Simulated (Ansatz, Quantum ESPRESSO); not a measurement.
# Evanescent states of NaCl, rock salt type, lattice constant set to 5.809 Å, part 3 of 3

Wanted: the complex band structure of NaCl, rock salt type, lattice constant set to 5.809 Å, as for a tunnel barrier.

Quantum ESPRESSO 7.5; plane-wave DFT, LDA, PseudoDojo norm-conserving pseudopotentials; cross-check by Ansatz 0.2.0 with PAW datasets.

So far. Step 2 (Self-consistent run): The run needed 8 iterations to bring the estimated error under 1e-09 Ry.

## (3) Complex band structure (continued)

Level of this step: complex band structure by pwcond; plane-wave DFT, LDA, PseudoDojo norm-conserving pseudopotentials (Quantum ESPRESSO).

K across = (1/4, 0) in the cell's reciprocal vectors; values within 0.0025 1/Å of each other count once, columns are sorted by size at each energy, a dash where no further value was kept. Table of Im kz of the slowest decaying states by energy, zero at the highest filled level of the SCF mesh:

```
energy (eV)  decay 1 (Å⁻¹)  decay 2 (Å⁻¹)  decay 3 (Å⁻¹)
      -2.07          0.472           1.13           1.22
      -1.61          0.255          0.998           1.16
      -0.92          0.702           1.08           1.59
      -0.46          0.152           1.03           1.56
       0.00           0.21          0.247          0.985
       0.46          0.412          0.639          0.949
       1.15          0.537          0.838          0.904
       1.61           0.58          0.877          0.913
       2.07          0.606           0.85          0.968
       2.76          0.622           0.81           1.04
       3.22          0.619          0.781           1.09
       3.68          0.607          0.751           1.17
       4.37          0.527          0.612            0.7
       4.83          0.385          0.663           0.67
       5.29          0.218          0.621          0.691
       5.75          0.573          0.701          0.999
       6.44          0.487          0.707          0.917
       6.90          0.412          0.712          0.839
```

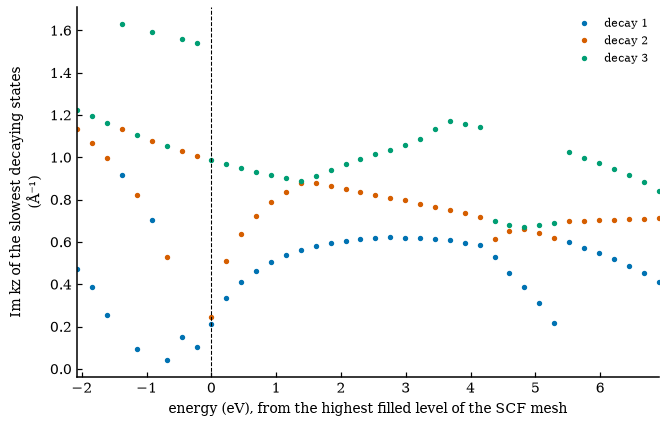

Im kz of the slowest decaying states against energy.

## (4) Complex bands with pwcond.x, with ewind = 2.0 and epsproj = 0.001

A sensitivity test on the input.

File cbs.w.in:

```
&inputcond
  outdir = './out'
  prefixl = 'scf'
  band_file = 'cbs.w'
  ikind = 0
  ewind = 2.0
  epsproj = 0.001
  nz1 = 7
  energy0 = 6.9
  denergy = -0.23
/
4
  0.00000000 0.00000000 1.00000000
  0.50000000 0.00000000 1.00000000
  0.50000000 0.50000000 1.00000000
  0.25000000 0.00000000 1.00000000
40
```

The run is started by

```bash
$ OMP_NUM_THREADS=1 mpirun -n 2 pwcond.x -in cbs.w.in > cbs.w.out
```

Numbers of over 12 decimals in the logs are rounded to 6 here.

Log:

```text
[banner, memory and clock lines left out]
Program PWCOND v.7.5 starts
[citation notice left out]

[...]
./out/scf.save/

     IMPORTANT: XC functional enforced from input :
     Exchange-correlation= PW
                           (   1   4   0   0   0   0   0)
     Any further DFT definition will be discarded
     Please, verify this is what you really want

     Reading collected, re-writing distributed wavefunctions

===== INPUT FILE containing the left lead =====

     GEOMETRY:

     lattice parameter (alat)  =       7.7622  a.u.
     the volume                =     661.4100 (a.u.)^3
     the cross section         =      60.2519 (a.u.)^2
     l of the unit cell        =       1.4142 (alat)
     number of atoms/cell      =            4
     number of atomic types    =            2

     crystal axes: (cart. coord. in units of alat)
               a(1) = (  1.0000  0.0000  0.0000 )
               a(2) = (  0.0000  1.0000  0.0000 )
               a(3) = (  0.0000  0.0000  1.4142 )

   Cartesian axes

     site n.     atom                  positions (alat units)
          1        Na     tau(  1)=(  0.0000  0.0000  1.4142  )
          2        Cl     tau(  2)=(  0.5000  0.5000  1.4142  )
          3        Na     tau(  3)=(  0.5000  0.5000  0.7071  )
          4        Cl     tau(  4)=(  0.0000  0.0000  0.7071  )

     nr1s                      =           45
     nr2s                      =           45
     nr3s                      =           64
     nr1sx                     =           45
     nr2sx                     =           45
     nr3sx                     =           64
     nr1                       =           45
     nr2                       =           45
     nr3                       =           64
     nr1x                      =           45
     nr2x                      =           45
     nr3x                      =           64

 _______________________________
  Radii of nonlocal spheres:

     type       ibeta     ang. mom.          radius (alat units)
       Na         1         0                    0.1520
       Na         2         0                    0.1546
       Na         3         1                    0.1971
       Na         4         1                    0.1984
       Cl         1         0                    0.1984
       Cl         2         0                    0.1984
       Cl         3         1                    0.1752
       Cl         4         1                    0.1752
       Cl         5         2                    0.2280
       Cl         6         2                    0.2306
----- General information -----

----- Complex band structure calculation -----

     nrx                       =           45
     nry                       =           45
     nz1                       =            7

     energy0               =         6.9E+00
     denergy               =        -2.3E-01
     nenergy               =         40
     ecut2d                =         7.6E+01
     ewind                 =         2.0E+00
     epsproj               =         1.0E-03

     number of k_|| points=    4
                       cryst. coord.
        k(    1) = (   0.0000000   0.0000000), wk =   0.2500000
        k(    2) = (   0.5000000   0.0000000), wk =   0.2500000
        k(    3) = (   0.5000000   0.5000000), wk =   0.2500000
        k(    4) = (   0.2500000   0.0000000), wk =   0.2500000
----- Information about left lead -----

     nocros                   =           26
     noins                    =           26
     norb                     =           78
     norbf                    =           78
     nrz                      =           64

      iorb      type   ibeta   ang. mom.   m       position (alat)
        1        1       1        0        1   taunew(   1)=(  0.0000  0.0000  0.0000)
        2        1       2        0        1   taunew(   2)=(  0.0000  0.0000  0.0000)
[...]
78        2       6        2        5   taunew(  78)=(  0.5000  0.5000  1.4142)
    k slab    z(k)  z(k+1)     crossing(iorb=1,norb)
    1   0.0000 0.0221 0.0221   111111111111111111111111110000000000000000000000000000000000000000000000000000
    2   0.0221 0.0442 0.0221   111111111111111111111111110000000000000000000000000000000000000000000000000000
[...]
64   1.3921 1.4142 0.0221   000000000000000000000000000000000000000000000000000011111111111111111111111111
 ngper, shell number =          357          49
 ngper, n2d =          357          42
---  E-Ef =    6.9000000  k =    0.0000000   0.0000000
---  ie =          1  ik =          1
 Nchannels of the left tip =            1
 Right moving states:
   k1(2pi/a)   k2(2pi/a)   E-Ef (eV)
  -0.3257859   0.0000000   6.9000000
 Left moving states:
   k1(2pi/a)   k2(2pi/a)   E-Ef (eV)
   0.3257859   0.0000000   6.9000000

---  E-Ef =    6.6700000  k =    0.0000000   0.0000000
---  ie =          2  ik =          1
 Nchannels of the left tip =            1
 Right moving states:
   k1(2pi/a)   k2(2pi/a)   E-Ef (eV)
  -0.4116666  -0.0000000   6.6700000
 Left moving states:
   k1(2pi/a)   k2(2pi/a)   E-Ef (eV)
   0.4116666  -0.0000000   6.6700000
[... further energies and points left out ...]
---  E-Ef =   -1.8400000  k =    0.2500000   0.0000000
---  ie =         39  ik =          4
 Nchannels of the left tip =            0
 Right moving states:
   k1(2pi/a)   k2(2pi/a)   E-Ef (eV)
 Left moving states:
   k1(2pi/a)   k2(2pi/a)   E-Ef (eV)

---  E-Ef =   -2.0700000  k =    0.2500000   0.0000000
---  ie =         40  ik =          4
 Nchannels of the left tip =            0
 Right moving states:
   k1(2pi/a)   k2(2pi/a)   E-Ef (eV)
 Left moving states:
   k1(2pi/a)   k2(2pi/a)   E-Ef (eV)

[...]
```

Wall time 73 s (2 MPI ranks of Arm Neoverse V1, shared host); peak memory 0.12 GiB.

The changed values were drawn from a wide range, not chosen for quality; the comparison shows what they did here together.

Beside the run it was changed from:

```
                                       quantity  this run  unchanged run  difference
peak of the smallest κ at the zone centre (Å⁻¹)      0.36           0.36           0
       peak of the smallest κ at (1/2, 0) (Å⁻¹)     0.638          0.631      0.0070
                                  wall time (s)        73            161
```

The physical values in this table move by up to 1.1 %.

## (5) The same in Ansatz

As a check, the same structure is run in Ansatz.

Level of this step: plane-wave DFT, LDA, Ansatz PAW (Ansatz 0.2.0).

File input.yaml:

```yaml
crystal:
  lattice:
    - [4.1075832919, 0.0, 0.0]
    - [0.0, 4.1075832919, 0.0]
    - [0.0, 0.0, 5.809]
  atoms:
    - { symbol: Na, position: [0.0, 0.0, 0.0] }
    - { symbol: Cl, position: [0.5, 0.5, 0.0] }
    - { symbol: Na, position: [0.5, 0.5, 0.5] }
    - { symbol: Cl, position: [0.0, 0.0, 0.5] }
kpoints:
  mp_grid: { grid: [6, 6, 6] }
hamiltonian:
  xc: lda
scf:
  occupations: { method: fixed }
  convergence: { dr2_threshold: 1.0e-09 }
output:
  transmission:
    leads: [[0, 0]]
    kpoints: [[0, 0], [0.5, 0], [0.5, 0.5], [0.25, 0]]
    e_range: [-2.07, 6.9]
    de: 0.23
```

The run is started by

```bash
$ ansatz run input.yaml --threads 2 --pin off --max-ram 4096MiB --backend cpu --events-out ev --progress --plain --runs-dir out
```

Log:

```text
Engine: ansatz 0.2.0, aarch64-unknown-linux-gnu
Pseudopotentials: kind: paw
Pseudopotential: Na, paw, valence charge 9, recommended cutoff 420 eV (normal), Na.paw.azcp
Pseudopotential: Cl, paw, valence charge 7, recommended cutoff 420 eV (normal), Cl.paw.azcp
Functional definition: SPW92
  exchange = slater_x
  correlation = pw_c
Crystal: 4 atoms, lattice volume = 98.011 Å³
Basis set: ecut = 420 eV, 1923 PW (Γ)
Bands: 20, of which v1, the nominal top of the filled ones, is band 16 counted from 1 (15 counted from 0)
Symmetry: 32 space group operations
Space group: Fm-3m (ITA 225), of the structure as read, at distance tolerance 4.6e-5 Å
k-points: 40 of 216
Non-local potential: Na, projectors of the file, l = 0: 3, l = 1: 2, l = 2: 1
Non-local potential: Cl, projectors of the file, l = 0: 2, l = 1: 2, l = 2: 2
PAW form: soft (Blöchl's): semilocal exchange-correlation on the pseudo side does not see the compensation charge
PAW frozen core: Na, regenerated for the run's functional, and the local potential with it (the file was generated under x = pbe(κ = 0.804, μ = 0.219515), c = pbe(β = 0.066725))
PAW frozen core: Cl, regenerated for the run's functional, and the local potential with it (the file was generated under x = pbe(κ = 0.804, μ = 0.219515), c = pbe(β = 0.066725))
PAW one-centre angular grid: Na, 110 points (default); XC on 64 Gauss nodes
PAW one-centre angular grid: Cl, 110 points (default); XC on 64 Gauss nodes
Initial density: superposition of atomic densities (neutral atoms: chi_scale 0, normalization atom), corrected by the library's trained network
Initial wavefunctions: pseudopotential atomic-orbital guess
Functional: x = slater, c = lda
SCF iter   1: F=—  HF=-5028.452574 eV  |F-HF|=—  |Δ(HF+E_count)|=         —  Δρ=6.86e-3  dr2=3.72e-2  ethr=1.77e-3  ⟨swp⟩=4.2  Hψ=2875  notcnv=0  defer=57
preconditioner: auto → Resta (q_TF=auto, 2.264 Å⁻¹)  ε∞=2.7  [insulator: Δε(μ)=4.279 eV  Ē_g=11.479 eV  n_scr=20 (ndim 8)  ℏωp=15.0 eV  f_vac=0.051  ε∞_Penn≈2.7]
SCF iter   2: F=—  HF=-5028.433468 eV  |F-HF|=—  |Δ(HF+E_count)|=   1.91e-2  Δρ=2.97e-3  dr2=8.95e-3  ethr=1.16e-4  ⟨swp⟩=3.0  Hψ=1841  notcnv=0  defer=80
SCF iter   3: F=—  HF=-5028.430630 eV  |F-HF|=—  |Δ(HF+E_count)|=   2.84e-3  Δρ=8.18e-4  dr2=4.11e-4  ethr=2.80e-5  ⟨swp⟩=2.0  Hψ=1124  notcnv=0  defer=80
SCF iter   4: F=—  HF=-5028.430550 eV  |F-HF|=—  |Δ(HF+E_count)|=   7.98e-5  Δρ=1.99e-4  dr2=5.90e-5  ethr=1.28e-6  ⟨swp⟩=2.0  Hψ=1082  notcnv=0  defer=24
SCF iter   5: F=—  HF=-5028.430545 eV  |F-HF|=—  |Δ(HF+E_count)|=   4.74e-6  Δρ=4.16e-5  dr2=1.81e-6  ethr=1.84e-7  ⟨swp⟩=2.0  Hψ=986  notcnv=0  defer=1
SCF iter   6: F=—  HF=-5028.430540 eV  |F-HF|=—  |Δ(HF+E_count)|=   5.15e-6  Δρ=1.20e-5  dr2=2.07e-7  ethr=5.66e-9  ⟨swp⟩=2.0  Hψ=1119  notcnv=0
SCF iter   7: F=-5028.430540 eV  HF=-5028.430540 eV  |F-HF|=2.59e-10  |Δ(HF+E_count)|=   6.51e-8  Δρ=5.35e-7  dr2=2.42e-10  ethr=3.13e-12  ⟨swp⟩=3.4  Hψ=3406  notcnv=0
SCF 1 converged in 7 iterations: F = -5028.430540 eV  dr2 = 2.42e-10
  greatest PAW one-centre occupation: 0.999 electrons in one spin orbital (limit 2), on the Na atom at site 2 (counted from 0), in its partial waves of l = 0
transmission: 8 of 32 steps passed
transmission: 16 of 32 steps passed
transmission: 24 of 32 steps passed
transmission: 32 of 32 steps passed
SCF converged after 7 iterations
Free energy (F): -5028.430540 eV
Harris-Foulkes:  -5028.430540 eV  (|F-HF|=2.59e-10)
Internal energy: -5028.430540 eV  (E = F + TS)
E sigma→0 (E₀):  -5028.430540 eV
Fermi energy:    0.225225 eV
--- Per-component energies (eV) ---
  E_band       = -495.877352
  E_kinetic    = 562.630518
  E_local      = -3146.184909  (includes V_loc(G=0)·N_el)
  E_nonlocal   = 293.257878
  E_hartree    = 1106.769145
  E_xc         = -287.845047
  E_vxc        = -341.844915  (∫ρ·V_xc dr)
  E_paw        = -1739.884376  (= ΣΔE_a)
  E_vpaw       = -77.274109  (= ΣTr[D̂ρ^β])
  E_aug_tail   = 0.000148  (compensation charges beyond the density's cutoff)
  E_ewald      = -1817.836661
  E_core_change = 0.662764  (= ΣΔE_core)
  E_smearing   = -0.000000  (= −TS)
  E_closure    = -0.000000  (closes the sum)
  Σ components = -5028.430540   (vs F -5028.430540, Δ=0.00e0)
--- Band table (eV; the first three rows and the last of 40) ---
  k-point 0: bands = [... 12 lower, -0.3145, 0.2252, 0.2252, 0.2252, 4.6087, 7.1231, 7.9893, 10.5578]
  k-point 1: bands = [... 12 lower, -0.2820, 0.0456, 0.1849, 0.1849, 4.9082, 7.1791, 8.1020, 10.2732]
  k-point 2: bands = [... 12 lower, -0.1907, -0.1907, 0.0782, 0.0782, 5.6433, 7.1004, 8.4370, 9.6996]
  k-point 39: bands = [... 12 lower, -0.8512, -0.8512, -0.4550, -0.4550, 8.3303, 8.3303, 9.3262, 9.3262]
--- Transmission ---
  basis      : 145 plane waves across, 8 finite elements along
  points     : 4, as listed
  energies   : 40 from -2.070000 to 6.900000 eV about the Fermi level, 0.230000 eV apart; the leads are filled to 2.191753 eV, and channels, transmission and decay are at 2.300000 eV
  crystal 0  : Na2Cl2, at the sites [0, 0], period 5.8090 Å: whole cells are its period
    offset         : up to 0.0000 Å between an atom of the period and one for which it stands
    channels       : 0.000000e0 a spin
    conductance    : none, the energies end too early or step too widely for 300 K: set another output.transmission.e_range or a lower de, or, where they end at an eighth of basis.ecutwfc, a higher one
    slowest decay  : 0.3553 /Å at (0.0000, 0.0000)
```

Elapsed: 20 s, on 2 threads; peak memory 0.44 GiB.

This step gave:

```
free energy                                      : -5028.4305 eV
gap by band count                                : 4.384 eV
symmetry operations                              : 32
slowest decay at the grid energy nearest mid-gap : 0.3553 Å⁻¹
peak of the smallest κ at the zone centre        : 0.3594 Å⁻¹
peak of the smallest κ at (1/2, 0)               : 0.6313 Å⁻¹
peak of the smallest κ at (1/2, 1/2)             : 0.5977 Å⁻¹
peak of the smallest κ at (1/4, 0)               : 0.6212 Å⁻¹
valence top, on the run's zero                   : 0.2252 eV
```

K across = (0, 0) in the cell's reciprocal vectors; values within 0.0025 1/Å of each other count once, columns are sorted by size at each energy, a dash where no further value was kept. The Im kz of the slowest decaying states by energy, zero at the highest filled level of the SCF mesh:

```
energy (eV)  decay 1 (Å⁻¹)  decay 2 (Å⁻¹)  decay 3 (Å⁻¹)
      -2.07          0.628           1.02              -
      -0.92          0.569          0.780              -
       0.00        0.00315          0.798           1.46
       0.92          0.315          0.660          0.789
       2.07          0.359          0.754          0.809
       2.99          0.322          0.711          0.853
       3.91          0.209          0.653          0.864
       5.06          0.553          0.850          0.868
       5.98          0.431          0.708          0.819
```

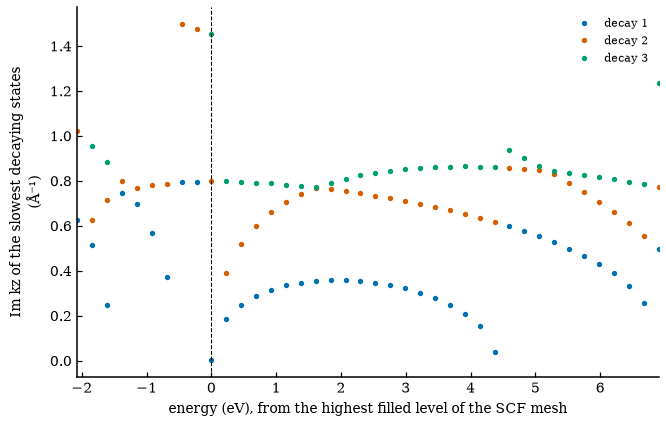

Im kz of the slowest decaying states, plotted against energy.

K across = (0, 0) in the cell's reciprocal vectors. The Re kz of states that move upwards by energy, zero at the highest filled level of the SCF mesh:

```
energy (eV)  channel 1 (Å⁻¹)  channel 2 (Å⁻¹)  channel 3 (Å⁻¹)
      -2.07                -                -                -
      -0.92           -0.511                -                -
       0.00                -                -                -
       0.92                -                -                -
       2.07                -                -                -
       2.99                -                -                -
       3.91                -                -                -
       5.06            0.281                -                -
       5.98            0.477                -                -
```

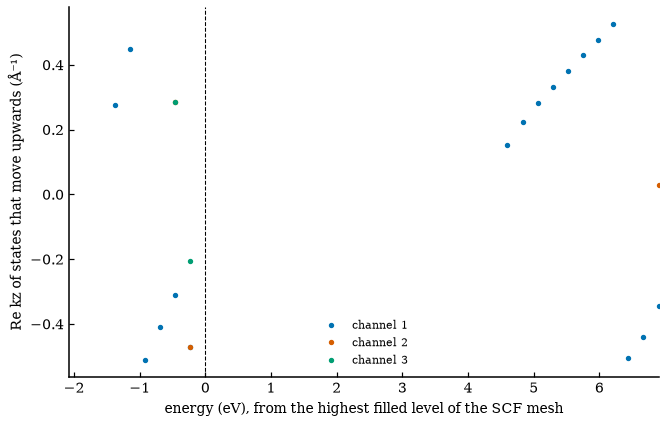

Re kz of states that move upwards, plotted against energy.

K across = (1/2, 0) in the cell's reciprocal vectors; values within 0.0025 1/Å of each other count once, columns are sorted by size at each energy, a dash where no further value was kept. Table of Im kz of the slowest decaying states by energy, zero at the highest filled level of the SCF mesh:

```
energy (eV)  decay 1 (Å⁻¹)  decay 2 (Å⁻¹)  decay 3 (Å⁻¹)
      -2.07          0.335           1.44              -
      -0.92          0.140           1.30           1.32
       0.00          0.263           1.01           1.23
       0.92          0.512           1.14           1.20
       2.07          0.616           1.04           1.20
       2.99          0.631          0.960           1.17
       3.91          0.602          0.888           1.11
       5.06          0.509          0.794           1.03
       5.98          0.367          0.711          0.949
```

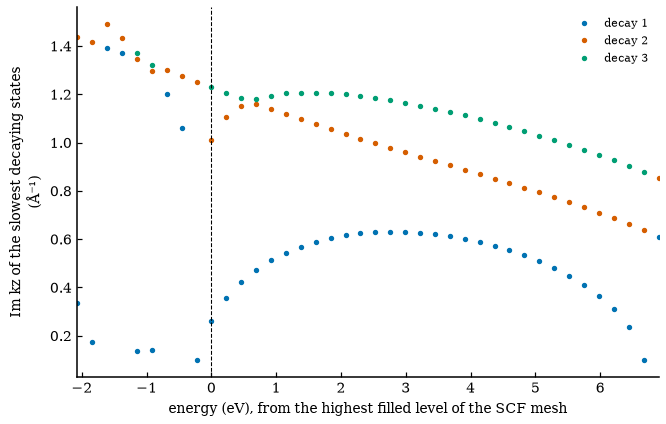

Im kz of the slowest decaying states, plotted against energy.

K across = (1/2, 1/2) in the cell's reciprocal vectors; values within 0.0025 1/Å of each other count once, columns are sorted by size at each energy, a dash where no further value was kept. The Im kz of the slowest decaying states by energy, zero at the highest filled level of the SCF mesh:

```
energy (eV)  decay 1 (Å⁻¹)  decay 2 (Å⁻¹)
      -2.07          0.547          0.700
      -0.92          0.386              -
       0.00          0.407          0.462
       0.92          0.567          0.573
       2.07          0.598          0.633
       2.99          0.581           0.64
       3.91          0.540          0.621
       5.06          0.452          0.563
       5.98          0.336          0.486
```

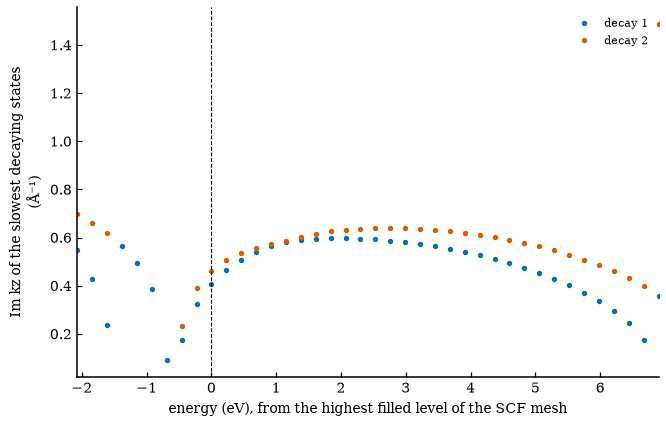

Im kz of the slowest decaying states, plotted against energy.

K across = (1/4, 0) in the cell's reciprocal vectors; values within 0.0025 1/Å of each other count once, columns are sorted by size at each energy, a dash where no further value was kept. Table of Im kz of the slowest decaying states by energy, zero at the highest filled level of the SCF mesh:

```
energy (eV)  decay 1 (Å⁻¹)  decay 2 (Å⁻¹)  decay 3 (Å⁻¹)
      -2.07          0.472           1.13           1.22
      -1.38          0.918           1.13              -
      -0.69         0.0436          0.530           1.05
       0.00          0.211          0.249          0.985
       0.69          0.465          0.725          0.933
       1.38          0.561          0.878          0.889
       2.07          0.606          0.849          0.967
       2.76          0.621          0.809           1.03
       3.45          0.614          0.766           1.12
       4.14          0.585          0.717           1.15
       4.83          0.384          0.662          0.669
       5.52          0.597          0.695           1.02
       6.21          0.517          0.704          0.947
       6.90          0.411          0.708          0.837
```

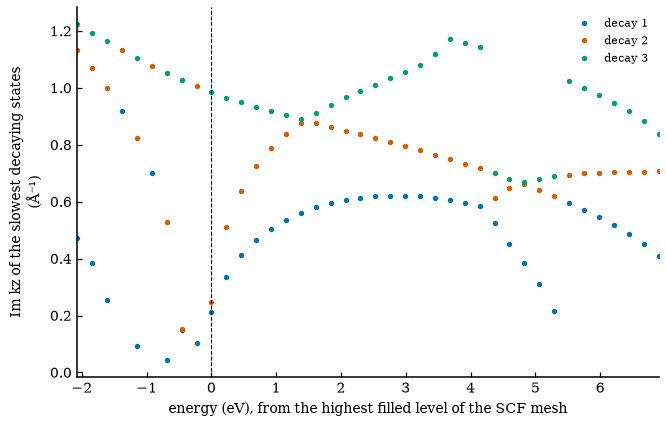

Im kz of the slowest decaying states against energy.

## (6) The arithmetic

T falls as exp(−2κd). With κ = 0.358 1/Å, 10 Å of barrier pass exp(−2 × 0.358 × 10) = 7.8e-4 of that channel, interfaces aside.

## (7) Results

| Item | Value |
| --- | --- |
| gap on the SCF mesh | 4.38 eV |
| smallest κ at mid-gap among the four k points, at the zone centre | 0.358 Å⁻¹ |
| peak of the smallest κ in the stop band at the zone centre | 0.360 Å⁻¹ |
| peak of the smallest κ in the stop band at (1/2, 0) | 0.631 Å⁻¹ |
| peak of the smallest κ in the stop band at (1/4, 0) | 0.622 Å⁻¹ |
| energy of the peak at the zone centre, over the highest filled level | 1.84 eV |
| peak at the zone centre by Ansatz | 0.359 Å⁻¹ |

With a gap of 4.38 eV on the mesh, the smallest κ at mid-gap among the four k points, at the zone centre is 0.358 Å⁻¹ (LDA, PseudoDojo norm-conserving). For a barrier with the Fermi level at mid-gap the slowest state found, at the zone centre, loses a factor of ten in probability every 3.2 Å or so. Stop bands away from the zone centre are mostly wider than the gap, so their peaks can lie above the conduction bottom. At the zone centre pwcond's peak is 0.360 and Ansatz's 0.359 1/Å, 0 % apart. The cell is the a/√2 one, turned by 45°, with two primitive cells, so X along [001] folds onto kz = 0. A semilocal gap is too small, often by a third to a half and by more in narrow-gap crystals, so real barriers decay faster.

[Logs are printed without paths, hosts, clocks, repeated set-up lines and the standing remarks that a program may print on its own settings, such as how far it seeks lower states.]

[Hosts, paths, dates, database ids (printed as entryN), source tags and the programs' standing remarks are cut or masked in the printed files.]

[Maps of the electrostatic potential energy from Ansatz leave out the sawtooth potential of an applied field or a dipole correction, so their vacuum need not be flat; planar profiles and work functions include it.]
